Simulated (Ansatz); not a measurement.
**A series of single points on NaCl**

System: NaCl (2 atoms in the cell).
Method: DFT, r2SCAN, PAW with Ansatz's default frozen-core files, scalar-relativistic; elastic constants from stresses of strained cells, no spin polarisation (Ansatz 0.2.0).

The 7 runs differ only in the geometry, by an even scaling of the cell at fixed fractional positions. The structure derives from an entry of the Crystallography Open Database.

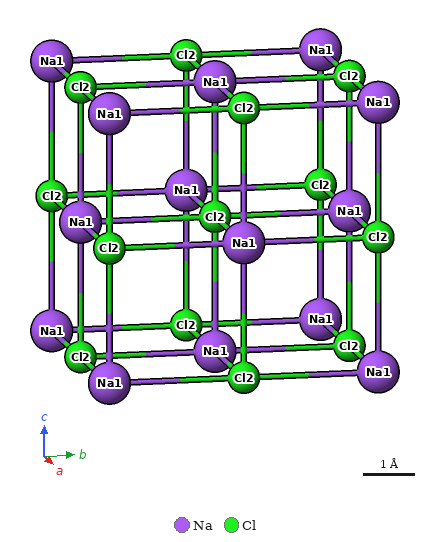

Figure 1. The structure of run 4 (ball-and-stick view of the cell 4 times as large as that of the calculation, set on its symmetry axes, seen slightly off an axis; atoms are numbered from 1 in the order of the input).

## Input of run 4
```yaml
crystal:
  lattice:
    - [0.0, 2.70150767016, 2.70150767016]
    - [2.70150767016, 0.0, 2.70150767016]
    - [2.70150767016, 2.70150767016, 0.0]
  atoms:
    - { symbol: Na, position: [0.0, 0.0, 0.0] }
    - { symbol: Cl, position: [0.5, 0.5, 0.5] }
kpoints:
  mp_grid: { grid: [8, 8, 8] }
scf:
  occupations: { method: fixed }
hamiltonian:
  xc: r2scan
  pseudopotentials: { kind: paw }
elastic:
  mode: relaxed_ion
  stencil: two_point
  amplitude: 0.005
```

Command:
```bash
ansatz run input.yaml --threads 1 --pin off --max-ram 3072MiB --backend cpu --events-out ev --progress --plain --runs-dir out
```

Lattice vectors (Å) and fractional positions of run 4:
```
   0.000000    2.701508    2.701508
   2.701508    0.000000    2.701508
   2.701508    2.701508    0.000000
Na  0.000000  0.000000  0.000000
Cl  0.500000  0.500000  0.500000
```

Run 2 differs from it as follows:
```diff
-    - [0.0, 2.70150767016, 2.70150767016]
-    - [2.70150767016, 0.0, 2.70150767016]
-    - [2.70150767016, 2.70150767016, 0.0]
+    - [0.0, 2.60782163415, 2.60782163415]
+    - [2.60782163415, 0.0, 2.60782163415]
+    - [2.60782163415, 2.60782163415, 0.0]
```

## Results, with one run withheld

```tsv
run	volume per atom (Å³)	free energy per atom, from the lowest run given (meV)	pressure (GPa)	gap on the mesh (eV)
1	16.645	193.30	14.98	7.45
2	17.735	?	?	?
3	18.593	64.08	6.99	6.79
4	19.716	26.10	3.99	6.49
5	20.681	8.17	2.04	6.25
6	21.308	2.25	1.01	6.12
7	22.046	0.00	0.00	5.97
```

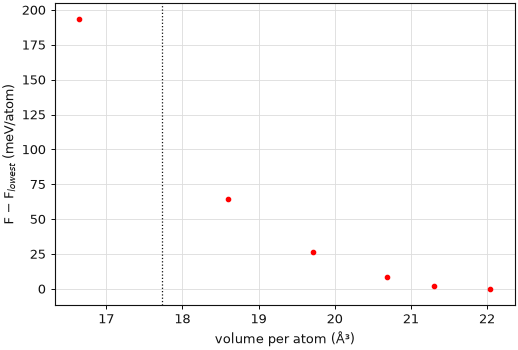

Figure 2. Free energy per atom of the runs given; the dotted line marks run 2.

What should run 2 give?

A cubic polynomial in V^(−2/3) (the Birch–Murnaghan form), fitted to the 6 runs given, misses them by under 0.01 meV per atom. With x = V^(−2/3) − 0.13715 Å⁻², it reads F = 26.798 + 5453.8 x + 2.8419e+05 x² + 6.7863e+05 x³ (meV per atom). At run 2 it gives 109.23 meV per atom, and the run itself gives 109.22. The slope of the fit gives a pressure −dF/dV of 9.99 GPa there, and the run prints 9.99 GPa. The fit has no minimum inside this range. The gap on the mesh goes, without turning, from 7.45 eV in run 1 to 5.97 eV in run 7; run 2 has 7.06 eV. These are gaps of this functional on this mesh, which can miss the band edges; they aren't the measured gap.

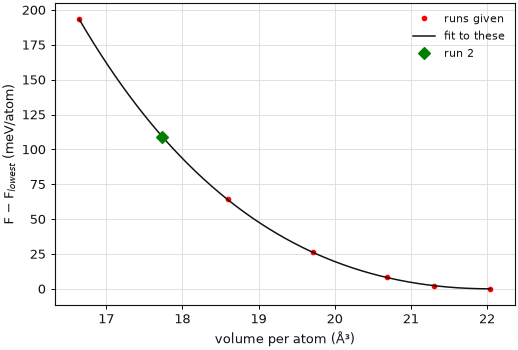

Figure 3. The fit and the withheld run.

## Output, shortened to warnings, some set-up lines, iterations and results (run 2)
```
Basis set: ecut = 500 eV, 893 PW (Γ), exchange–correlation on 108×108×108 points (64 copies of the dense FFT grid, shifted against one another)
Symmetry: 48 space group operations
k-points: 29 of 512
Initial density: superposition of atomic densities (neutral atoms: chi_scale 0, normalization atom), corrected by the library's trained network
[...]
SCF iter   1: F=—  HF=-2576.095400 eV  |F-HF|=—  |Δ(HF+E_count)|=         —  Δρ=7.85e-3  dr2=9.43e-3  dr2_τ=4.11e-3  ethr=1.77e-3  ⟨swp⟩=5.4  Hψ=1848  notcnv=0  defer=50
SCF iter   2: F=—  HF=-2576.109158 eV  |F-HF|=—  |Δ(HF+E_count)|=   1.38e-2  Δρ=2.18e-3  dr2=8.30e-4  dr2_τ=1.96e-4  ethr=5.89e-5  ⟨swp⟩=2.0  Hψ=878  notcnv=0  defer=52
SCF iter   3: F=—  HF=-2576.109105 eV  |F-HF|=—  |Δ(HF+E_count)|=   5.22e-5  Δρ=6.76e-4  dr2=8.17e-5  dr2_τ=1.55e-5  ethr=5.19e-6  ⟨swp⟩=2.3  Hψ=544  notcnv=0  defer=53
SCF iter   4: F=—  HF=-2576.109112 eV  |F-HF|=—  |Δ(HF+E_count)|=   6.96e-6  Δρ=2.78e-4  dr2=9.33e-6  dr2_τ=1.49e-6  ethr=5.11e-7  ⟨swp⟩=2.5  Hψ=523  notcnv=0  defer=44
SCF iter   5: F=—  HF=-2576.109118 eV  |F-HF|=—  |Δ(HF+E_count)|=   5.96e-6  Δρ=1.12e-5  dr2=2.57e-8  dr2_τ=5.78e-9  ethr=5.83e-8  ⟨swp⟩=3.0  Hψ=580  notcnv=0
[... 32 lines ...]
SCF iter   2: F=—  HF=-2576.109062 eV  |F-HF|=—  |Δ(HF+E_count)|=   9.65e-7  Δρ=9.76e-6  dr2=6.78e-10  dr2_τ=1.67e-8  ethr=1.61e-11  ⟨swp⟩=2.0  Hψ=1794  notcnv=0  defer=98
SCF iter   3: F=—  HF=-2576.109062 eV  |F-HF|=—  |Δ(HF+E_count)|=   1.49e-7  Δρ=4.59e-7  dr2=4.82e-11  dr2_τ=2.44e-11  ethr=4.24e-12  ⟨swp⟩=2.0  Hψ=1805  notcnv=0  defer=98
SCF iter   4: F=—  HF=-2576.109062 eV  |F-HF|=—  |Δ(HF+E_count)|=  1.52e-10  Δρ=7.36e-8  dr2=9.20e-13  dr2_τ=1.59e-13  ethr=3.01e-13 (applied; sched 1.00e-12)  ⟨swp⟩=2.0  …
SCF iter   5: F=-2576.109062 eV  HF=-2576.109062 eV  |F-HF|=9.09e-13  |Δ(HF+E_count)|=  1.36e-12  Δρ=1.09e-8  dr2=2.92e-14  dr2_τ=6.25e-15  ethr=1.00e-12  ⟨swp⟩=5.0  Hψ=4043  …
SCF 6 converged in 5 iterations: F = -2576.109062 eV  dr2 = 2.92e-14
SCF converged after 2 iterations
Free energy (F): -2576.109119 eV
Harris-Foulkes:  -2576.109119 eV  (|F-HF|=1.36e-12)
Internal energy: -2576.109119 eV  (E = F + TS)
E sigma→0 (E₀):  -2576.109119 eV
Fermi energy:    2.764950 eV
--- Per-component energies (eV) ---
  E_band       = -217.708613
  E_kinetic    = 285.865087
  E_local      = -1414.219138  (includes V_loc(G=0)·N_el)
  E_nonlocal   = 144.773672
  E_hartree    = 497.394944
  E_xc         = -143.077494
  E_vxc        = -192.621280  (∫ρ·V_xc dr)
  E_paw        = -934.362303  (= ΣΔE_a)
  E_vpaw       = -48.064498  (= ΣTr[D̂ρ^β])
  E_aug_tail   = 0.000050  (compensation charges beyond the density's cutoff)
  E_vtau       = 11.767607  (kinetic-family band-sum trace: ∫τ·v_τ [+ j·A + Jᵃ·Aᵃ] dr)
  E_ewald      = -1012.321263
  E_core_change = -0.162674  (= ΣΔE_core)
  E_smearing   = -0.000000  (= −TS)
  E_closure    = 0.000000  (closes the sum)
  Σ components = -2576.109119   (vs F -2576.109119, Δ=0.00e0)
--- Forces (eV/Å), atoms counted from 1 ---
  atom   1  Na     0.00000000     0.00000000     0.00000000
  atom   2  Cl     0.00000000    -0.00000000     0.00000000
  max |Σ_I F_I| component: 2.89e-29 eV/Å
--- Stress (GPa, compression-positive) ---
        9.985284       0.000000      -0.000000
        0.000000       9.985284      -0.000000
        0.000000      -0.000000       9.985284
  P = ⅓ Tr σ = 9.9853 GPa (99.853 kbar)
--- Elastic constants: 2 strain directions × 2 members + reference (group order 48) ---
  dense FFT box of the reference and of every strained cell: 27×27×27
  strains applied: 11, 23; error gains: componentwise 1.00 (the most a stress slope's error grows in a printed constant), spectral 1.73 (1 for all six strains in a standard setting)
  C = ∂σ_k/∂η_j (tension-positive GPa; Voigt order 11 22 33 23 13 12):
       157.441     25.468     25.468      0.000      0.000     -0.000
        25.468    157.441     25.468     -0.000      0.000      0.000
        25.468     25.468    157.441     -0.000      0.000     -0.000
         0.000     -0.000     -0.000     14.791     -0.000      0.000
         0.000      0.000     -0.000      0.000     14.791     -0.000
        -0.000      0.000      0.000     -0.000      0.000     14.791
  reference stress σ⁰ (GPa):     -9.985     -9.985     -9.985     -0.000      0.000      0.000
  C* (energy form; C + prestress term) asymmetry max|C*_kj − C*_jk| = 1.421e-14 GPa — a small one proves nothing (zero by symmetry where the batch's group is 432, −43m or m−3m); a large one is finite-difference/SCF noise where every solve meets its electron count
  moduli (Voigt/Reuss/Hill, GPa): K = 69.46/69.46/69.46   G = 35.27/21.45/28.36   E = 74.88   ν = 0.320
[...]
```
